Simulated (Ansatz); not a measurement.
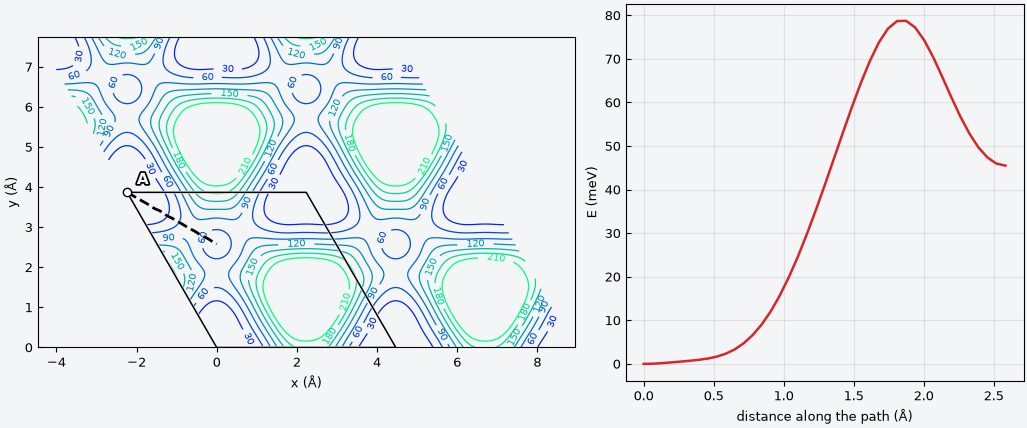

Si on a W(111) slab cut from the Im-3m phase, its upper half relaxed before the scan (6 atoms of substrate and one adsorbate in a 1 × 1 cell). Si is moved over the surface cell at a fixed height above a rigid substrate; the origin of the map has the adsorbate above W6; the height is held at 3.10 Å. Places are given modulo a cell vector. The map is drawn in real space over the plane of the surface. The scan uses a 9 × 9 grid; 19 points were computed and 62 follow by symmetry. All energies are given in meV relative to the lowest grid point. The runs have no spin polarisation, so an open-shell adsorbate far from the surface lies too high. With one adsorbate in each 1 × 1 cell, its nearest image is 4.5 Å away, so neighbouring adsorbates interact. At a fixed height the lowest place need not be the adsorption site. Level of theory: DFT PBE+D3(BJ), scalar-relativistic, plane waves, PAW in Ansatz 0.2.0. Settings: cutoff 420 eV, k-mesh 6×6×1, gaussian smearing 0.1 eV, no spin polarisation.

In the figure: contour lines labelled in meV (none above 210), a line along the lowest path, the outline of one cell of the 2 × 2 shown, the energy along the path at the right, the start A. Between grid points the surface is interpolated.

Question: Describe the path and its barrier.

Answer: The easiest path leads from the well at the top site over a surface W atom, (0/9, 0/9) of the cell vectors to the well at a threefold hollow over a second-layer W atom, (3/9, 6/9) of the cell vectors, about 46 meV higher. Its highest point lies about 79 meV above the bottom of the first well on the interpolated surface, at (2/9, 7/9) of the cell vectors [nearest 1 W at 3.55 Å]. Seen from the upper well the barrier is about 33 meV. This is the barrier on the constrained surface; relaxing the other coordinates would change it.

PAW datasets: the set soft_1.
